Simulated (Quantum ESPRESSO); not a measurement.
## SrO (Fm-3m): from strain to phonon shift

Wanted: the shift of the optical mode of SrO (Fm-3m) in a strained (001) layer.

Program: Quantum ESPRESSO 7.5. Level of theory: DFT LDA, scalar-relativistic, plane waves, PseudoDojo norm-conserving pseudopotentials. Results are calculated unless marked as measured.

The database entry behind the starting cell differs from later determinations by our own check (about 0.5 % short), so it need not match the best structure at ambient conditions.

### 1. The relaxed structure

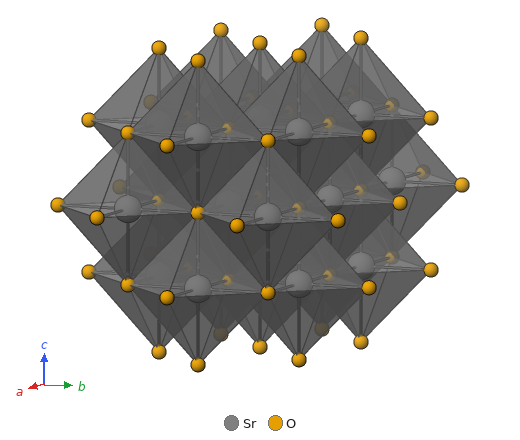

The starting structure, seen slightly off an axis (strontium grey, oxygen orange). 2×1×1 cells are drawn. This picture shows the conventional cell, with its axes. Some periodic images of atoms are drawn too.

Coordinates:

```cif
data_structure
_symmetry_space_group_name_H-M 'P 1'
_symmetry_Int_Tables_number 1
_cell_length_a 3.5787
_cell_length_b 3.5787
_cell_length_c 3.5787
_cell_angle_alpha 60.000
_cell_angle_beta 60.000
_cell_angle_gamma 60.000
_cell_volume 32.41
loop_
_atom_site_label
_atom_site_type_symbol
_atom_site_fract_x
_atom_site_fract_y
_atom_site_fract_z
_atom_site_occupancy
Sr1 Sr 0.50000 0.50000 0.50000 1
O2 O 0.00000 0.00000 0.00000 1
```

This is the cell after its relaxation at this level of theory, not the database cell from which that began.

### 2. Uniaxial strain

The relaxed cell is stretched along z alone. This keeps all atoms on sites fixed by symmetry and splits the threefold mode into a singlet, polarised along z, and a doublet. The macroscopic field is left out, so these are transverse modes. Cutoff 92 Ry, k mesh 8×8×8.

From the response at ε_zz = 0.01:

Output:

```text
[banners, grids, parts of the stress and lines that vanish by symmetry left out]
Program PHONON v.7.5
     Reading xml data from directory:

[...]
Exchange-correlation= PW
                           (   1   4   0   0   0   0   0)
[...]
kinetic-energy cut-off    =      92.0000  Ry
     charge density cut-off    =     368.0000  Ry
     convergence threshold     =      1.0E-18
[...]
Exchange-correlation= PW
                           (   1   4   0   0   0   0   0)
[...]
q = (   0.0000000   0.0000000   0.0000000 )
     17 Sym.Ops. (with q -> -q+G )
     G cutoff =  430.5942  (  26341 G-vectors)     FFT grid: ( 45, 45, 45)
     number of k points=    59
[...]
Mode symmetry, D_4h(4/mmm) point group:
[...]
Representation #   1 mode #   1
[...]
End of self-consistent calculation
     Convergence has been achieved
     Representation #   2 mode #   2
[...]
End of self-consistent calculation
     Convergence has been achieved
     Representation #   3 modes #   3   4
[...]
End of self-consistent calculation
     Convergence has been achieved
     Representation #   4 modes #   5   6
[...]
End of self-consistent calculation
     Convergence has been achieved
[...]
q = (    0.000000000   0.000000000   0.000000000 )
[...]
freq (    1) =       0.006493 [THz] =       0.216599 [cm-1]
     freq (    2) =       0.008774 [THz] =       0.292683 [cm-1]
     freq (    3) =       0.008774 [THz] =       0.292683 [cm-1]
     freq (    4) =       5.764462 [THz] =     192.281751 [cm-1]
     freq (    5) =       6.578565 [THz] =     219.437299 [cm-1]
     freq (    6) =       6.578565 [THz] =     219.437299 [cm-1]
[...]
Mode symmetry, D_4h(4/mmm) point group:
     freq (   1-   1) =          0.2  [cm-1]   --> A_2u X_4' M_4'  I
     freq (   2-   3) =          0.3  [cm-1]   --> E_u  X_5' M_5'  I
     freq (   4-   4) =        192.3  [cm-1]   --> A_2u X_4' M_4'  I
     freq (   5-   6) =        219.4  [cm-1]   --> E_u  X_5' M_5'  I

   JOB DONE.
```

```csv
ε_zz,singlet (cm⁻¹),doublet (cm⁻¹),σ_zz (GPa),σ_xx (GPa)
-0.01,241.16,213.24,-2.240,-0.536
-0.005,228.90,215.06,-1.085,-0.266
0,216.70,216.70,-0.002,-0.002
0.005,204.50,218.15,1.014,0.256
0.01,192.28,219.44,1.966,0.508
```

Stress is counted positive in tension.

### 3. The fit

To first order ω² − ω₀² = p ε_zz + q (ε_xx + ε_yy) for the mode along z, and likewise for x and y. With ε_zz alone the singlet gives p and the doublet q.

The linear terms of parabolas through ω² are p = -22.55 ω₀² and q = 2.86 ω₀², with ω₀ = 216.7 cm⁻¹. Those of the stresses are C11 = 210 GPa and C12 = 52 GPa. Under hydrostatic strain p and q imply γ = −(p + 2q)/(6 ω₀²) = 2.81.

A layer held to an in-plane strain ε and free along z takes ε_zz = −2 (C12/C11) ε = -0.497 ε. To first order the singlet then shifts by (q − p C12/C11) ε / ω₀ = 1832 ε cm⁻¹. For ε = 0.006, ε_zz = -0.00298, the formulas for ω² predict 227.43 cm⁻¹ for the singlet and 202.51 cm⁻¹ for the doublet.

### 4. A biaxially strained cell

This run was no part of the fit.

Output:

```text
[banners, grids, parts of the stress and lines that vanish by symmetry left out]
[banner, memory and clock lines left out]
Program PHONON v.7.5

[...]
Exchange-correlation= PW
                           (   1   4   0   0   0   0   0)
[...]
kinetic-energy cut-off    =      92.0000  Ry
     charge density cut-off    =     368.0000  Ry
     convergence threshold     =      1.0E-18
[...]
Exchange-correlation= PW
                           (   1   4   0   0   0   0   0)
[...]
q = (   0.0000000   0.0000000   0.0000000 )
     17 Sym.Ops. (with q -> -q+G )
     G cutoff =  427.6068  (  26325 G-vectors)     FFT grid: ( 45, 45, 45)
     number of k points=    59
[...]
Mode symmetry, D_4h(4/mmm) point group:
[...]
Representation #   1 mode #   1
[...]
End of self-consistent calculation
     Convergence has been achieved
     Representation #   2 mode #   2
[...]
End of self-consistent calculation
     Convergence has been achieved
     Representation #   3 modes #   3   4
[...]
End of self-consistent calculation
     Convergence has been achieved
     Representation #   4 modes #   5   6
[...]
End of self-consistent calculation
     Convergence has been achieved
[...]
q = (    0.000000000   0.000000000   0.000000000 )
[...]
freq (    1) =       0.036486 [THz] =       1.217047 [cm-1]
     freq (    2) =       0.036486 [THz] =       1.217047 [cm-1]
     freq (    3) =       0.036971 [THz] =       1.233228 [cm-1]
     freq (    4) =       6.083898 [THz] =     202.936986 [cm-1]
     freq (    5) =       6.083898 [THz] =     202.936986 [cm-1]
     freq (    6) =       6.813625 [THz] =     227.278066 [cm-1]
[...]
Mode symmetry, D_4h(4/mmm) point group:
     freq (   1-   1) =          1.2  [cm-1]   --> A_2u X_4' M_4'  I
     freq (   2-   3) =          1.2  [cm-1]   --> E_u  X_5' M_5'  I
     freq (   4-   5) =        202.9  [cm-1]   --> E_u  X_5' M_5'  I
     freq (   6-   6) =        227.3  [cm-1]   --> A_2u X_4' M_4'  I
```

```csv
mode,predicted (cm⁻¹),run (cm⁻¹)
singlet,227.43,227.28
doublet,202.51,202.94
```

The stress along z is -0.010 GPa and that in the plane 1.356 GPa; the unstrained cell carries -0.002 GPa.

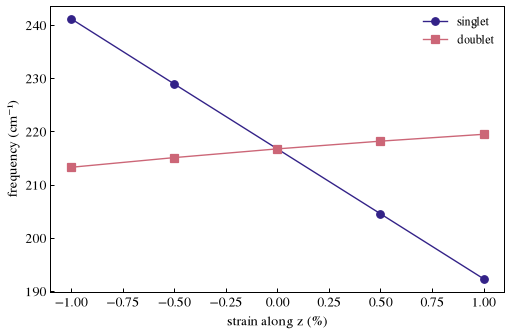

The two components under uniaxial strain.

### 5. Outcome

| Item | Value |
| --- | --- |
| p (in units of the squared frequency) | -22.55 |
| q (same units) | 2.855 |
| shift of the singlet per unit of biaxial strain | 1832 cm⁻¹ |
| C11 and C12 | 210 and 52 GPa |

**Reading.** To first order, one per cent of tensile biaxial strain moves the singlet of SrO (Fm-3m) by 18.3 cm⁻¹ and the doublet by -22.9 cm⁻¹; the formulas miss the test run by up to 0.43 cm⁻¹. In the rock-salt structure this mode is infrared active and has no first-order Raman line. The third potential, r, needs shear strain, which was not run. These are harmonic values at zero temperature.

[Host names and launcher messages were left out of these logs when they were recorded.]

[Logs are printed without paths, hosts, clocks, repeated set-up lines and the standing remarks that a program may print on its own settings, such as how far it seeks lower states.]

[Hosts, paths, dates, database ids (printed as entryN), source tags and the programs' standing remarks are cut or masked in the printed files.]
